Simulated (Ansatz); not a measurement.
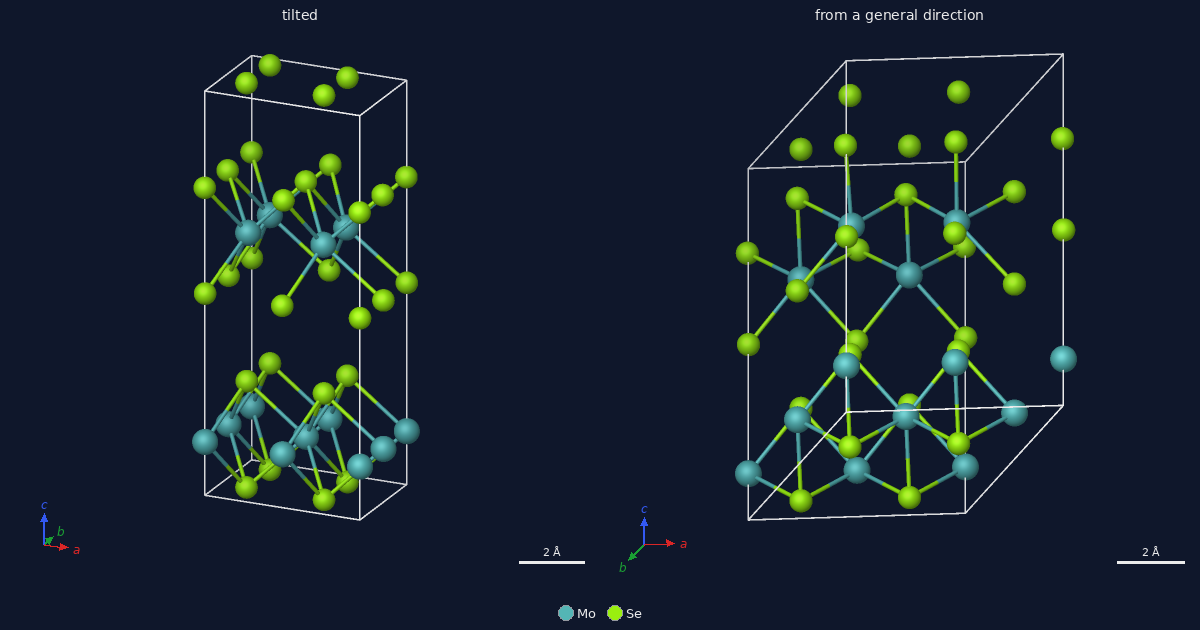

Structure drawing (ball-and-stick), viewed slightly off an axis and from a general direction. The parallelepiped is the supercell. The host is MoSe₂, in a cell of 24 sites, and the cell is neutral.

Identify the point defect.

Answer. A selenium vacancy. Around the empty site lie three Mo at about 2.5 Å.

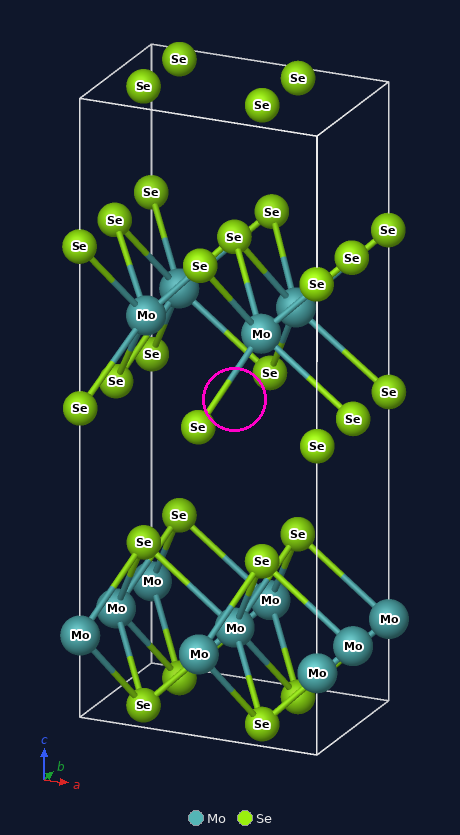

The same cell with a ring at the defect's site.

The atoms were relaxed in the host's cell with Ansatz, DFT PBE+D3(BJ), scalar-relativistic, plane waves, PAW.
